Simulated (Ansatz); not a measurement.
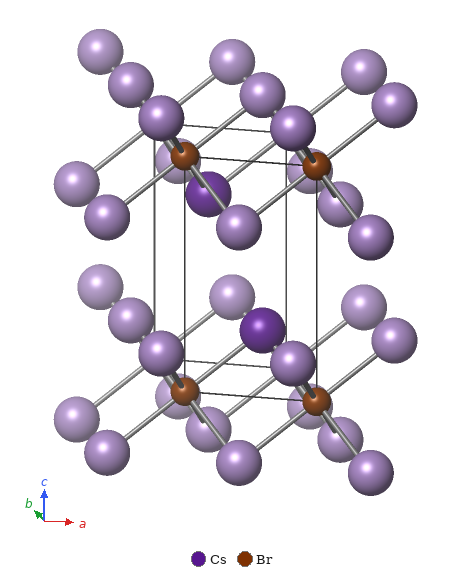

Figure: ball-and-stick view slightly off an axis. The conventional unit cell is outlined; an atom on or near a face, edge or corner is repeated at each equivalent position. The first bonded neighbours in the surrounding cells are also shown, in fainter colours. Cell: a = 5.12 Å, b = 5.12 Å, c = 9.01 Å, α = 90.00°, β = 90.00°, γ = 120.00°.

Origin of the cell: a structure type filled with these elements by a generator (whether the compound takes this form wasn't checked). Earlier steps of the study may have refined or changed the cell and positions. A calculation with Ansatz used it as input.

Characterise what is shown.

The formula is Cs2Br. It takes space group P-3m1 (No. 164) on a primitive hexagonal lattice. Content of the cell: 2 Cs, 1 Br (Z = 1). Cs sits among three Br in a trigonal pyramidal arrangement at about 3.7 Å. Around each Br lie six Cs in an octahedral arrangement at about 3.7 Å. The bonds build Cs2Br layers parallel to (001).

The numbers come from Ansatz, DFT PBE+D3(BJ), scalar-relativistic, plane waves, PAW, using a basis cut at 420 eV, the zone sampled with 12×12×6 points, Gaussian smearing of 0.1 eV, no spin polarisation.

Is it conducting or gapped at this level?

A metal: bands cross the Fermi level.

What charge does Bader's analysis assign to each element?

Cs +0.44 e; Br -0.87 e.

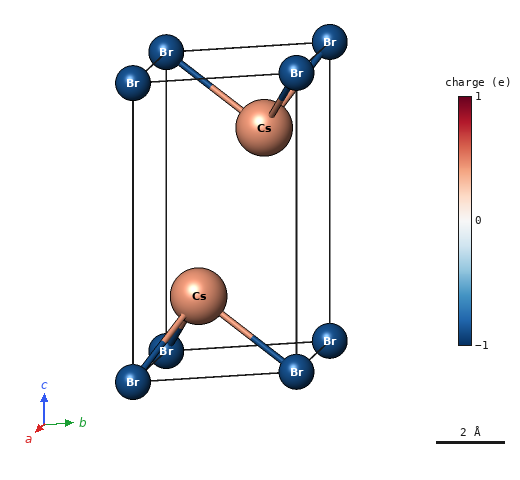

The atoms coloured by those charges. The run's cell of 3 atoms is drawn.

Can this geometry be taken as optimised?

Yes. All forces vanish to within 0.01 eV/Å. The pressure is 0.0 GPa, close to zero.
